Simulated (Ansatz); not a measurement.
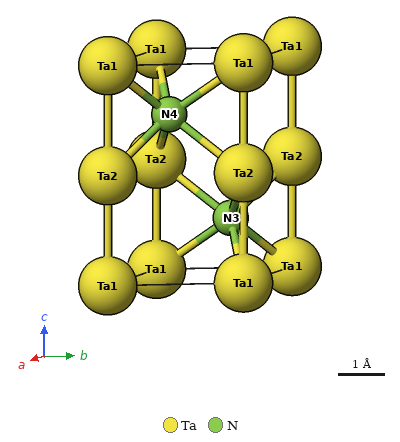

Fig. 1: The input geometry (ball-and-stick view of the cell of the calculation, seen slightly off an axis; atoms are numbered from 1 in the order of the input). An atom can appear more than once, as a periodic image. Near neighbours in the periodic cell (some may lie outside the picture): Ta has 6 N at 2.15 Å and 2 Ta at 2.46 Å; N has 6 Ta at 2.15 Å.

## Geometry relaxation, with input and output: TaN (part 1 of 2)

The run: geometry relaxation of TaN (P6₃/mmc, 4 atoms in the cell). Method and program: DFT PBEsol, scalar-relativistic, plane waves, PAW, no spin polarisation (Ansatz 0.2.0).

The structure derives from an entry of the Crystallography Open Database. Figures and captions count atoms from 1; the log counts them from 0 in places.

What the program printed:
```
Engine: ansatz 0.2.0, x86_64-unknown-linux-gnu
Pseudopotentials: kind: paw
Pseudopotential: Ta, paw, valence charge 13, recommended cutoff 420 eV (normal), Ta.paw.azcp
Pseudopotential: N, paw, valence charge 5, recommended cutoff 420 eV (normal), N.paw.azcp
Functional definition: PBEsol
  exchange = pbesol_x
  correlation = pbesol_c
Crystal: 4 atoms, lattice volume = 39.569 Å³
Basis set: ecut = 420 eV, 785 PW (Γ), exchange–correlation on 48×48×72 points (8 copies of the dense FFT grid, shifted against one another)
Bands: 22, of which v1, the nominal top of the filled ones, is band 18 counted from 1 (17 counted from 0)
Symmetry: 24 space group operations
Space group: P63/mmc (ITA 194), of the structure as read, at distance tolerance 3.4e-5 Å
k-points: 21 of 144
Non-local potential: Ta, projectors of the file, l = 0: 3, l = 1: 2, l = 2: 2, l = 3: 1
Non-local potential: N, projectors of the file, l = 0: 2, l = 1: 2, l = 2: 1
PAW form: soft (Blöchl's): semilocal exchange-correlation on the pseudo side does not see the compensation charge
PAW frozen core: Ta, regenerated for the run's functional, and the local potential with it (the file was generated under x = pbe(κ = 0.804, μ = 0.2195149727645171), c = pbe(β = 0.06672455060314922))
PAW frozen core: N, regenerated for the run's functional, and the local potential with it (the file was generated under x = pbe(κ = 0.804, μ = 0.2195149727645171), c = pbe(β = 0.06672455060314922))
PAW one-centre angular grid: Ta, 590 points (default); XC on 64 Gauss nodes
PAW one-centre angular grid: N, 110 points (default); XC on 64 Gauss nodes
Initial density: superposition of atomic densities (neutral atoms: chi_scale 0, normalization atom), corrected by the library's trained network
Initial wavefunctions: pseudopotential atomic-orbital guess
Functional: x = pbesol(κ = 0.804, μ = 0.12345679012345678), c = pbesol(β = 0.046)
SCF iter   1: F=—  HF=-20372.023251 eV  |F-HF|=—  |Δ(HF+E_count)|=         —  Δρ=2.14e-2  dr2=1.10e-1  ethr=1.77e-3  ⟨swp⟩=5.5  Hψ=4603  notcnv=0  defer=6
automatic band count: the SCF goes on with 26 bands, as 22 were too few: the levels above may hold too much charge
preconditioner: auto → Kerker (q_TF=auto, 2.686 Å⁻¹)  [metal: Δε(μ)=0.030 eV  Ē_g=11.824 eV  σ=0.100 eV  W_gap=0.17  n_scr=10 (ndim 8)  ℏωp=26.4 eV  f_vac=0.000  D(μ)=2.69/eV (n_scr^D=34)]
SCF iter   2: F=—  HF=-20372.000862 eV  |F-HF|=—  |Δ(HF+E_count)|=   2.24e-2  Δρ=1.11e-2  dr2=2.84e-2  ethr=3.05e-4  ⟨swp⟩=1.0  Hψ=716  notcnv=0  defer=9
SCF iter   3: F=—  HF=-20371.993258 eV  |F-HF|=—  |Δ(HF+E_count)|=   7.60e-3  Δρ=1.07e-3  dr2=1.98e-4  ethr=7.90e-5  ⟨swp⟩=2.1  Hψ=653  notcnv=0  defer=9
SCF iter   4: F=—  HF=-20371.993229 eV  |F-HF|=—  |Δ(HF+E_count)|=   2.85e-5  Δρ=1.23e-4  dr2=3.02e-6  ethr=5.49e-7  ⟨swp⟩=2.1  Hψ=816  notcnv=0  defer=9
SCF iter   5: F=—  HF=-20371.993252 eV  |F-HF|=—  |Δ(HF+E_count)|=   2.24e-5  Δρ=2.25e-5  dr2=1.23e-7  ethr=8.40e-9  ⟨swp⟩=2.0  Hψ=680  notcnv=0  defer=9
SCF iter   6: F=-20371.993252 eV  HF=-20371.993252 eV  |F-HF|=9.42e-10  |Δ(HF+E_count)|=   7.33e-9  Δρ=5.19e-6  dr2=9.20e-9  ethr=2.78e-10  ⟨swp⟩=9.0  Hψ=2232  notcnv=0
SCF 1 converged in 6 iterations: F = -20371.993252 eV  dr2 = 9.20e-9
  greatest PAW one-centre occupation: 1.000 electrons in one spin orbital (limit 2), on the Ta atom at site 1 (counted from 0), in its partial waves of l = 0
relax step   1: F+E_penalty+E_count = -20371.99325176 eV  Δ(F+E_penalty+E_count) = +0.000e0 eV  max|allowed force component| = 1.434e-16 eV/Å  Δτ_max = 0.0000 Å  P = +48.338 GPa  Ω = 39.569 Å³  (6 SCF iters, dr2 threshold 1.00e-7 eV, accepted)
Crystal: 4 atoms, lattice volume = 41.829 Å³
Basis set: ecut = 420 eV, 809 PW (Γ), exchange–correlation on 48×48×72 points (8 copies of the dense FFT grid, shifted against one another)
Bands: 26, of which v1, the nominal top of the filled ones, is band 18 counted from 1 (17 counted from 0)
Initial density: handed on by an earlier stage of this run
Initial wavefunctions: those handed on with the density
iter 1 solved again at ethr=3.06e-4 eV; its pass at ethr=3.10e-3 eV (dr2=1.10e-1 eV) is discarded
SCF iter   1: F=—  HF=-20373.036692 eV  |F-HF|=—  |Δ(HF+E_count)|=         —  Δρ=1.56e-2  dr2=1.13e-1  ethr=3.06e-4  ⟨swp⟩=1.2  Hψ=2919  notcnv=0
preconditioner: auto → Kerker (q_TF=auto, 2.661 Å⁻¹)  [metal: Δε(μ)=0.014 eV  Ē_g=11.338 eV  σ=0.100 eV  W_gap=0.08  n_scr=10 (ndim 8)  ℏωp=25.7 eV  f_vac=0.000  D(μ)=2.97/eV (n_scr^D=34)]
SCF iter   2: F=—  HF=-20373.011199 eV  |F-HF|=—  |Δ(HF+E_count)|=   2.55e-2  Δρ=7.87e-3  dr2=3.17e-2  ethr=3.06e-4  ⟨swp⟩=1.0  Hψ=546  notcnv=0
SCF iter   3: F=—  HF=-20372.999991 eV  |F-HF|=—  |Δ(HF+E_count)|=   1.12e-2  Δρ=1.32e-3  dr2=8.34e-4  ethr=8.81e-5  ⟨swp⟩=2.7  Hψ=806  notcnv=0
SCF iter   4: F=—  HF=-20372.999783 eV  |F-HF|=—  |Δ(HF+E_count)|=   2.08e-4  Δρ=3.06e-4  dr2=2.47e-5  ethr=2.32e-6  ⟨swp⟩=2.4  Hψ=784  notcnv=0
SCF iter   5: F=—  HF=-20372.999817 eV  |F-HF|=—  |Δ(HF+E_count)|=   3.41e-5  Δρ=4.56e-5  dr2=8.02e-7  ethr=6.87e-8  ⟨swp⟩=2.5  Hψ=764  notcnv=0
SCF iter   6: F=-20372.999817 eV  HF=-20372.999817 eV  |F-HF|=1.04e-8  |Δ(HF+E_count)|=   2.47e-8  Δρ=8.47e-6  dr2=3.17e-8  ethr=1.11e-9  ⟨swp⟩=5.4  Hψ=2110  notcnv=0
SCF 2 converged in 6 iterations: F = -20372.999817 eV  dr2 = 3.17e-8
relax step   2: F+E_penalty+E_count = -20372.99981683 eV  Δ(F+E_penalty+E_count) = -1.007e0 eV  max|allowed force component| = 1.804e-16 eV/Å  Δτ_max = 0.0000 Å  P = +17.725 GPa  Ω = 41.829 Å³  energy of the carried Pulay correction = -7.753e-3 eV  (6 SCF iters, dr2 threshold 4.00e-7 eV, accepted)
Crystal: 4 atoms, lattice volume = 42.523 Å³
Basis set: ecut = 420 eV, 835 PW (Γ), exchange–correlation on 48×48×72 points (8 copies of the dense FFT grid, shifted against one another)
iter 1 solved again at ethr=3.59e-4 eV; its pass at ethr=3.10e-3 eV (dr2=1.29e-1 eV) is discarded
SCF iter   1: F=—  HF=-20373.742197 eV  |F-HF|=—  |Δ(HF+E_count)|=         —  Δρ=1.61e-2  dr2=1.30e-1  ethr=3.59e-4  ⟨swp⟩=1.2  Hψ=3064  notcnv=0
preconditioner: auto → Kerker (q_TF=auto, 2.654 Å⁻¹)  [metal: Δε(μ)=0.053 eV  Ē_g=11.186 eV  σ=0.100 eV  W_gap=0.29  n_scr=10 (ndim 8)  ℏωp=25.5 eV  f_vac=0.000  D(μ)=2.11/eV (n_scr^D=22)]
SCF iter   2: F=—  HF=-20373.709885 eV  |F-HF|=—  |Δ(HF+E_count)|=   3.23e-2  Δρ=9.31e-3  dr2=4.63e-2  ethr=3.59e-4  ⟨swp⟩=1.0  Hψ=548  notcnv=0
SCF iter   3: F=—  HF=-20373.692065 eV  |F-HF|=—  |Δ(HF+E_count)|=   1.78e-2  Δρ=1.21e-3  dr2=3.88e-4  ethr=1.29e-4  ⟨swp⟩=3.0  Hψ=934  notcnv=0
SCF iter   4: F=—  HF=-20373.691972 eV  |F-HF|=—  |Δ(HF+E_count)|=   9.39e-5  Δρ=2.26e-4  dr2=1.47e-5  ethr=1.08e-6  ⟨swp⟩=2.1  Hψ=886  notcnv=0
iter 5 did not close the SCF: its close was put off for the readings that it lacked (scf_convergence_deferred on its scf_iter line)
SCF iter   5: F=-20373.691971 eV  HF=-20373.691971 eV  |F-HF|=6.68e-8  |Δ(HF+E_count)|=   2.73e-7  Δρ=3.57e-5  dr2=3.57e-7  ethr=4.09e-8  ⟨swp⟩=1.8  Hψ=663  notcnv=0
SCF iter   6: F=-20373.691971 eV  HF=-20373.691971 eV  |F-HF|=5.28e-9  |Δ(HF+E_count)|=   1.16e-7  Δρ=6.43e-6  dr2=1.97e-8  ethr=9.92e-10  ⟨swp⟩=2.3  Hψ=1826  notcnv=0
SCF 3 converged in 6 iterations: F = -20373.691971 eV  dr2 = 1.97e-8
relax step   3: F+E_penalty+E_count = -20373.69197140 eV  Δ(F+E_penalty+E_count) = -6.922e-1 eV  max|allowed force component| = 9.252e-17 eV/Å  Δτ_max = 0.0000 Å  P = +5.685 GPa  Ω = 42.523 Å³  energy of the carried Pulay correction = -9.964e-3 eV  (6 SCF iters, dr2 threshold 4.00e-7 eV, accepted)
Crystal: 4 atoms, lattice volume = 42.295 Å³
iter 1 solved again at ethr=2.70e-4 eV; its pass at ethr=3.10e-3 eV (dr2=9.72e-2 eV) is discarded
SCF iter   1: F=—  HF=-20374.302302 eV  |F-HF|=—  |Δ(HF+E_count)|=         —  Δρ=1.34e-2  dr2=9.77e-2  ethr=2.70e-4  ⟨swp⟩=1.2  Hψ=3155  notcnv=0
preconditioner: auto → none  [insulator: Δε(μ)=0.146 eV  Ē_g=11.220 eV  σ=0.100 eV  W_gap=0.69  n_scr=10 (ndim 8)  ℏωp=25.5 eV  f_vac=0.000  D(μ)=1.14/eV (n_scr^D=2)  ε∞_Penn≈6.2]
SCF iter   2: F=—  HF=-20374.262434 eV  |F-HF|=—  |Δ(HF+E_count)|=   3.99e-2  Δρ=3.02e-3  dr2=3.62e-3  ethr=2.70e-4  ⟨swp⟩=2.9  Hψ=969  notcnv=0
SCF iter   3: F=—  HF=-20374.261258 eV  |F-HF|=—  |Δ(HF+E_count)|=   1.18e-3  Δρ=6.57e-4  dr2=4.81e-5  ethr=1.01e-5  ⟨swp⟩=2.7  Hψ=878  notcnv=0
SCF iter   4: F=—  HF=-20374.261110 eV  |F-HF|=—  |Δ(HF+E_count)|=   1.48e-4  Δρ=5.35e-5  dr2=4.41e-7  ethr=1.34e-7  ⟨swp⟩=2.1  Hψ=852  notcnv=0
iter 5 did not close the SCF: its close was put off for the readings that it lacked (scf_convergence_deferred on its scf_iter line)
SCF iter   5: F=-20374.261110 eV  HF=-20374.261110 eV  |F-HF|=6.44e-10  |Δ(HF+E_count)|=   1.15e-7  Δρ=3.83e-6  dr2=3.15e-9  ethr=1.23e-9  ⟨swp⟩=2.8  Hψ=906  notcnv=0
SCF iter   6: F=-20374.261110 eV  HF=-20374.261110 eV  |F-HF|=8.37e-11  |Δ(HF+E_count)|=  1.89e-10  Δρ=6.96e-7  dr2=1.23e-10  ethr=8.75e-12  ⟨swp⟩=1.5  Hψ=1451  notcnv=0
SCF 4 converged in 6 iterations: F = -20374.261110 eV  dr2 = 1.23e-10
relax step   4: F+E_penalty+E_count = -20374.26111026 eV  Δ(F+E_penalty+E_count) = -5.691e-1 eV  max|allowed force component| = 5.227e-16 eV/Å  Δτ_max = 0.0000 Å  P = +2.184 GPa  Ω = 42.295 Å³  energy of the carried Pulay correction = -9.084e-3 eV  (6 SCF iters, dr2 threshold 4.00e-7 eV, accepted)
Crystal: 4 atoms, lattice volume = 41.786 Å³
Basis set: ecut = 420 eV, 799 PW (Γ), exchange–correlation on 48×48×72 points (8 copies of the dense FFT grid, shifted against one another)
iter 1 solved again at ethr=1.64e-4 eV; its pass at ethr=3.10e-3 eV (dr2=5.92e-2 eV) is discarded
SCF iter   1: F=—  HF=-20374.412634 eV  |F-HF|=—  |Δ(HF+E_count)|=         —  Δρ=1.08e-2  dr2=5.99e-2  ethr=1.64e-4  ⟨swp⟩=1.2  Hψ=3157  notcnv=0
preconditioner: auto → none  [insulator: Δε(μ)=0.212 eV  Ē_g=11.235 eV  σ=0.100 eV  W_gap=0.64  n_scr=10 (ndim 8)  ℏωp=25.7 eV  f_vac=0.000  D(μ)=1.68/eV (n_scr^D=10)  ε∞_Penn≈6.2]
SCF iter   2: F=—  HF=-20374.388627 eV  |F-HF|=—  |Δ(HF+E_count)|=   2.40e-2  Δρ=2.83e-3  dr2=2.73e-3  ethr=1.64e-4  ⟨swp⟩=2.7  Hψ=907  notcnv=0
SCF iter   3: F=—  HF=-20374.387798 eV  |F-HF|=—  |Δ(HF+E_count)|=   8.29e-4  Δρ=6.21e-4  dr2=3.82e-5  ethr=7.59e-6  ⟨swp⟩=2.7  Hψ=869  notcnv=0
SCF iter   4: F=—  HF=-20374.387403 eV  |F-HF|=—  |Δ(HF+E_count)|=   3.95e-4  Δρ=3.47e-5  dr2=1.29e-7  ethr=1.11e-9  ⟨swp⟩=4.6  Hψ=2704  notcnv=0
iter 5 did not close the SCF: its close was put off for the readings that it lacked (scf_convergence_deferred on its scf_iter line)
SCF iter   5: F=-20374.387403 eV  HF=-20374.387403 eV  |F-HF|=4.00e-11  |Δ(HF+E_count)|=   7.36e-8  Δρ=2.46e-6  dr2=9.99e-10  ethr=3.59e-10  ⟨swp⟩=2.0  Hψ=747  notcnv=0
SCF iter   6: F=-20374.387403 eV  HF=-20374.387403 eV  |F-HF|=3.64e-12  |Δ(HF+E_count)|=  8.73e-11  Δρ=2.50e-7  dr2=1.40e-11  ethr=2.77e-12  ⟨swp⟩=1.0  Hψ=1464  notcnv=0
SCF 5 converged in 6 iterations: F = -20374.387403 eV  dr2 = 1.40e-11
  greatest PAW one-centre occupation: 1.000 electrons in one spin orbital (limit 2), on the Ta atom at site 0 (counted from 0), in its partial waves of l = 0
relax step   5: F+E_penalty+E_count = -20374.38740268 eV  Δ(F+E_penalty+E_count) = -1.263e-1 eV  max|allowed force component| = 3.331e-16 eV/Å  Δτ_max = 0.0000 Å  P = +2.858 GPa  Ω = 41.786 Å³  energy of the carried Pulay correction = -7.253e-3 eV  (6 SCF iters, dr2 threshold 4.00e-7 eV, accepted)
Crystal: 4 atoms, lattice volume = 42.079 Å³
iter 1 solved again at ethr=1.06e-5 eV; its pass at ethr=3.10e-3 eV (dr2=3.80e-3 eV) is discarded
SCF iter   1: F=—  HF=-20374.409693 eV  |F-HF|=—  |Δ(HF+E_count)|=         —  Δρ=2.81e-3  dr2=3.97e-3  ethr=1.06e-5  ⟨swp⟩=1.3  Hψ=2714  notcnv=0
preconditioner: auto → none  [insulator: Δε(μ)=0.098 eV  Ē_g=11.220 eV  σ=0.100 eV  W_gap=0.50  n_scr=10 (ndim 8)  ℏωp=25.6 eV  f_vac=0.000  D(μ)=1.77/eV (n_scr^D=22)  ε∞_Penn≈6.2]
SCF iter   2: F=—  HF=-20374.408079 eV  |F-HF|=—  |Δ(HF+E_count)|=   1.61e-3  Δρ=7.03e-4  dr2=1.56e-4  ethr=1.06e-5  ⟨swp⟩=2.8  Hψ=874  notcnv=0
SCF iter   3: F=—  HF=-20374.407667 eV  |F-HF|=—  |Δ(HF+E_count)|=   4.12e-4  Δρ=1.67e-4  dr2=2.66e-6  ethr=4.34e-7  ⟨swp⟩=2.9  Hψ=898  notcnv=0
iter 4 did not close the SCF: its close was put off for the readings that it lacked (scf_convergence_deferred on its scf_iter line)
SCF iter   4: F=-20374.407669 eV  HF=-20374.407669 eV  |F-HF|=6.91e-10  |Δ(HF+E_count)|=   1.94e-6  Δρ=5.07e-6  dr2=5.58e-9  ethr=7.39e-9  ⟨swp⟩=1.4  Hψ=623  notcnv=0
iter 5 did not close the SCF: its close was put off for the readings that it lacked (scf_convergence_deferred on its scf_iter line)
SCF iter   5: F=-20374.407669 eV  HF=-20374.407669 eV  |F-HF|=5.82e-11  |Δ(HF+E_count)|=  7.60e-10  Δρ=7.17e-7  dr2=1.08e-10  ethr=1.55e-11  ⟨swp⟩=2.1  Hψ=911  notcnv=0
SCF iter   6: F=-20374.407669 eV  HF=-20374.407669 eV  |F-HF|=2.18e-11  |Δ(HF+E_count)|=  3.64e-11  Δρ=1.13e-7  dr2=1.60e-12  ethr=1.00e-12  ⟨swp⟩=1.0  Hψ=1559  notcnv=0
SCF 6 converged in 6 iterations: F = -20374.407669 eV  dr2 = 1.60e-12
relax step   6: F+E_penalty+E_count = -20374.40766918 eV  Δ(F+E_penalty+E_count) = -2.027e-2 eV  max|allowed force component| = 3.053e-16 eV/Å  Δτ_max = 0.0000 Å  P = +1.089 GPa  Ω = 42.079 Å³  energy of the carried Pulay correction = -8.271e-3 eV  (6 SCF iters, dr2 threshold 4.00e-7 eV, accepted)
Crystal: 4 atoms, lattice volume = 42.188 Å³
iter 1 solved again at ethr=2.34e-7 eV; its pass at ethr=3.10e-3 eV (dr2=8.41e-5 eV) is discarded
SCF iter   1: F=—  HF=-20374.408126 eV  |F-HF|=—  |Δ(HF+E_count)|=         —  Δρ=4.30e-4  dr2=7.37e-5  ethr=2.34e-7  ⟨swp⟩=2.0  Hψ=2449  notcnv=0
preconditioner: auto → Kerker (q_TF=auto, 2.657 Å⁻¹)  [metal: Δε(μ)=0.094 eV  Ē_g=11.191 eV  σ=0.100 eV  W_gap=0.48  n_scr=10 (ndim 8)  ℏωp=25.6 eV  f_vac=0.000  D(μ)=1.73/eV (n_scr^D=10)]
SCF iter   2: F=—  HF=-20374.407742 eV  |F-HF|=—  |Δ(HF+E_count)|=   3.84e-4  Δρ=1.24e-4  dr2=6.71e-6  ethr=2.05e-7  ⟨swp⟩=2.0  Hψ=690  notcnv=0
SCF iter   3: F=—  HF=-20374.407740 eV  |F-HF|=—  |Δ(HF+E_count)|=   1.44e-6  Δρ=6.52e-5  dr2=2.03e-6  ethr=1.86e-8  ⟨swp⟩=1.8  Hψ=650  notcnv=0
SCF iter   4: F=-20374.407740 eV  HF=-20374.407740 eV  |F-HF|=5.92e-9  |Δ(HF+E_count)|=   6.73e-7  Δρ=1.18e-5  dr2=5.63e-8  ethr=1.11e-9  ⟨swp⟩=3.0  Hψ=2053  notcnv=0
SCF 7 converged in 4 iterations: F = -20374.407740 eV  dr2 = 5.63e-8
relax step   7: F+E_penalty+E_count = -20374.40773976 eV  Δ(F+E_penalty+E_count) = -7.058e-5 eV  max|allowed force component| = 1.064e-16 eV/Å  Δτ_max = 0.0000 Å  P = +0.097 GPa  Ω = 42.188 Å³  energy of the carried Pulay correction = -8.633e-3 eV  (4 SCF iters, dr2 threshold 4.00e-7 eV, accepted)
Basis set: ecut = 420 eV, 799 PW (Γ), exchange–correlation on 40×40×80 points (8 copies of the dense FFT grid, shifted against one another)
Initial wavefunctions: pseudopotential atomic-orbital guess (no wavefunctions were taken with the density)
iter 1 solved again at ethr=1.17e-6 eV; its pass at ethr=3.10e-3 eV (dr2=4.23e-4 eV) is discarded
SCF iter   1: F=—  HF=-20374.481671 eV  |F-HF|=—  |Δ(HF+E_count)|=         —  Δρ=2.44e-3  dr2=4.64e-4  ethr=1.17e-6  ⟨swp⟩=2.2  Hψ=3540  notcnv=0
preconditioner: auto → Kerker (q_TF=auto, 2.657 Å⁻¹)  [metal: Δε(μ)=0.091 eV  Ē_g=11.193 eV  σ=0.100 eV  W_gap=0.46  n_scr=10 (ndim 8)  ℏωp=25.6 eV  f_vac=0.000  D(μ)=1.76/eV (n_scr^D=22)]
SCF iter   2: F=—  HF=-20374.481925 eV  |F-HF|=—  |Δ(HF+E_count)|=   2.54e-4  Δρ=1.21e-3  dr2=7.39e-5  ethr=1.17e-6  ⟨swp⟩=2.0  Hψ=716  notcnv=0
SCF iter   3: F=—  HF=-20374.482076 eV  |F-HF|=—  |Δ(HF+E_count)|=   1.51e-4  Δρ=4.35e-4  dr2=9.49e-6  ethr=2.05e-7  ⟨swp⟩=1.2  Hψ=566  notcnv=0
SCF iter   4: F=—  HF=-20374.482103 eV  |F-HF|=—  |Δ(HF+E_count)|=   2.67e-5  Δρ=1.57e-5  dr2=6.80e-8  ethr=2.64e-8  ⟨swp⟩=2.3  Hψ=702  notcnv=0
SCF iter   5: F=—  HF=-20374.482100 eV  |F-HF|=—  |Δ(HF+E_count)|=   3.34e-6  Δρ=4.48e-6  dr2=1.05e-8  ethr=1.11e-11  ⟨swp⟩=5.6  Hψ=2091  notcnv=0
SCF iter   6: F=-20374.482100 eV  HF=-20374.482100 eV  |F-HF|=8.00e-11  |Δ(HF+E_count)|=   2.36e-9  Δρ=9.66e-7  dr2=3.03e-10  ethr=1.11e-11  ⟨swp⟩=4.0  Hψ=1600  notcnv=0
SCF 8 converged in 6 iterations: F = -20374.482100 eV  dr2 = 3.03e-10
```
